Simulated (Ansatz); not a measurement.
**Ge: 7 runs along one coordinate**

System: Ge (I4₁/amd, 2 atoms in the cell).
Method: Kohn-Sham DFT of a periodic cell, PBEsol, all-electron LAPW, scalar-relativistic, no spin polarisation (Ansatz 0.2.0).

The 7 runs differ only in the geometry, by an even scaling of the cell at fixed fractional positions. The structure derives from a Materials Project entry.

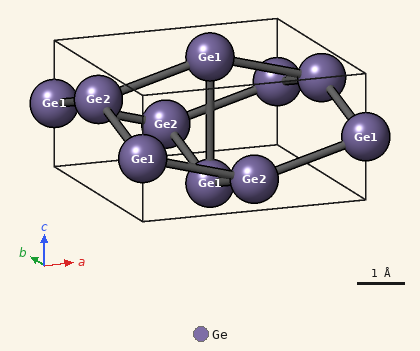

Figure 1. The structure of run 4 (ball-and-stick view of the cell 2 times as large as that of the calculation, set on its symmetry axes, seen slightly off an axis; atoms are numbered from 1 in the order of the input). An atom can appear more than once, as a periodic image.

**Input of run 4**
```yaml
crystal:
  lattice:
    - [-2.574489719, 2.574489719, 1.3974126432]
    - [2.574489719, -2.574489719, 1.3974126432]
    - [2.574489719, 2.574489719, -1.3974126432]
  atoms:
    - { symbol: Ge, position: [0.5, 0.5, 0.0] }
    - { symbol: Ge, position: [0.25, 0.75, 0.5] }
kpoints:
  mp_grid: { grid: [11, 11, 11] }
scf:
  occupations: { method: fermi_dirac, width: 0.05 }
hamiltonian:
  xc: pbesol
  pseudopotentials: { kind: all_electron, lapw: { basis_error: 0.0005 } }
output:
  forces: true
  stress: true
  eigenvalues: true
```

Command:
```bash
ansatz run input.yaml --threads 1 --pin off --max-ram 3072MiB --backend cpu --events-out ev --progress --plain --runs-dir out
```

Run 5 differs from it as follows:
```diff
-    - [-2.574489719, 2.574489719, 1.3974126432]
-    - [2.574489719, -2.574489719, 1.3974126432]
-    - [2.574489719, 2.574489719, -1.3974126432]
+    - [-2.5915398167, 2.5915398167, 1.4066673013]
+    - [2.5915398167, -2.5915398167, 1.4066673013]
+    - [2.5915398167, 2.5915398167, -1.4066673013]
```

**Results, with one run withheld**

```csv
run,volume per atom (Å³),"free energy per atom, from the lowest run given (meV)",pressure (GPa)
1,17.413,13.65,4.81
2,17.783,4.89,2.81
3,18.154,0.49,1.03
4,18.524,0.00,−0.57
5,18.895,?,?
6,19.265,9.22,−3.31
7,19.636,18.26,−4.48
```

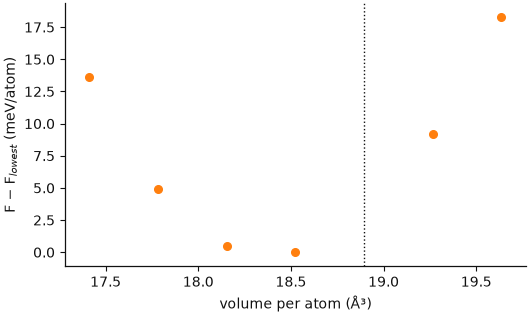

Figure 2. Free energy per atom of the runs given; the dotted line marks run 5.

What should run 5 give?

A cubic polynomial in V^(−2/3) (the Birch–Murnaghan form), fitted to the 6 runs given, misses them by under 0.01 meV per atom. With x = V^(−2/3) − 0.14330 Å⁻², it reads F = −0.2172 − 247.07 x + 4.9124e+05 x² + 5.9777e+05 x³ (meV per atom). At run 5 it gives 3.04 meV per atom, and the run itself gives 3.03. The slope of the fit gives a pressure −dF/dV of −2.02 GPa there, and the run prints −2.02 GPa. The fit has its minimum at 18.386 Å³ per atom, where V d²F/dV² gives 78.5 GPa. Cell shape and fractional positions are held, so this is the stiffness under even scaling; the relaxed bulk modulus wasn't computed.

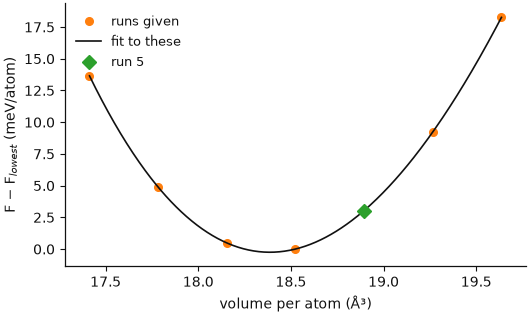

Figure 3. The fit and the withheld run.

**Output, shortened to warnings, some set-up lines, iterations and results (run 5)**
```
Basis set: ecut = 271.32740013205995 eV, 399 PW (Γ), FFT grids on a1+a2, a2, a3, exchange–correlation at level 2
Symmetry: 16 space group operations
k-points: 126 of 1331
Initial density: superposition of atomic densities (chi_scale 0.1, normalization cell)
[...]
SCF iter   1: F=—  HF=-114149.372051 eV  |F-HF|=—  |Δ(HF+E_count)|=         —  Δρ=1.30e-2  dr2=3.66e-2  ethr=8.31e-5  ⟨swp⟩=3.0  Hψ=22657  notcnv=0
SCF iter   2: F=—  HF=-114149.347532 eV  |F-HF|=—  |Δ(HF+E_count)|=   2.45e-2  Δρ=8.56e-3  dr2=1.86e-2  ethr=8.31e-5  ⟨swp⟩=2.0  Hψ=10164  notcnv=0
SCF iter   3: F=—  HF=-114149.345051 eV  |F-HF|=—  |Δ(HF+E_count)|=   2.48e-3  Δρ=5.07e-3  dr2=7.22e-3  ethr=4.23e-5  ⟨swp⟩=2.0  Hψ=9905  notcnv=0
SCF iter   4: F=—  HF=-114149.344689 eV  |F-HF|=—  |Δ(HF+E_count)|=   3.62e-4  Δρ=1.80e-3  dr2=1.19e-3  ethr=1.64e-5  ⟨swp⟩=2.0  Hψ=9912  notcnv=0
SCF iter   5: F=—  HF=-114149.344534 eV  |F-HF|=—  |Δ(HF+E_count)|=   1.55e-4  Δρ=2.84e-4  dr2=3.74e-5  ethr=8.50e-8  ⟨swp⟩=2.0  Hψ=16862  notcnv=0
SCF iter   6: F=—  HF=-114149.344536 eV  |F-HF|=—  |Δ(HF+E_count)|=   1.37e-6  Δρ=9.75e-5  dr2=4.25e-6  ethr=8.50e-8  ⟨swp⟩=2.0  Hψ=9907  notcnv=0
SCF iter   7: F=-114149.344536 eV  HF=-114149.344536 eV  |F-HF|=1.64e-8  |Δ(HF+E_count)|=   7.10e-7  Δρ=1.62e-5  dr2=7.95e-8  ethr=9.66e-9  ⟨swp⟩=2.0  Hψ=9907  notcnv=0
SCF 1 converged in 7 iterations: F = -114149.344536 eV  dr2 = 7.95e-8
SCF converged after 7 iterations
Free energy (F): -114149.344536 eV
Harris-Foulkes:  -114149.344536 eV  (|F-HF|=1.64e-8)
Internal energy: -114149.336613 eV  (E = F + TS)
E sigma→0 (E₀):  -114149.340575 eV
Entropy (-TS):   -0.007923 eV (-3.962 meV/atom)
Fermi energy:    12.439196 eV
--- Per-component energies (eV) ---
  E_band       = -1967.497006
  E_kinetic    = 116529.654774
  E_xc         = -4255.624132
  E_electrostatic = -226423.367255  (all electrons and nuclei)
  E_smearing   = -0.007923  (= −TS)
  E_closure    = 0.000000  (closes the sum)
  E_atoms      = -114139.838039  (free atoms, spherical and without spin; not in F)
  Σ components = -114149.344536   (vs F -114149.344536, Δ=0.00e0)
  Basis errors (estimates in eV, not in F): energy 1.7e-4 per atom: plane waves 1.6e-4 (8.4e-5 summed), levels above the bands 2.2e-72, relativity 5.2e-9, radial functions 1.8e-5, core shells 2.6e-11; eigenvalues (radial functions only) 4.2e-6; not estimated: angular momenta, meshes, grids; target …
--- Forces (eV/Å), atoms counted from 1 ---
  atom   1  Ge     0.00000000     0.00000000     0.00000000
  atom   2  Ge     0.00000000     0.00000000     0.00000000
  max |Σ_I F_I| component: 2.17e-18 eV/Å
--- Stress (GPa, compression-positive) ---
       -1.905131      -0.000000       0.000000
       -0.000000      -1.905131      -0.000000
        0.000000      -0.000000      -2.236131
  P = ⅓ Tr σ = -2.0155 GPa (-20.155 kbar)
```
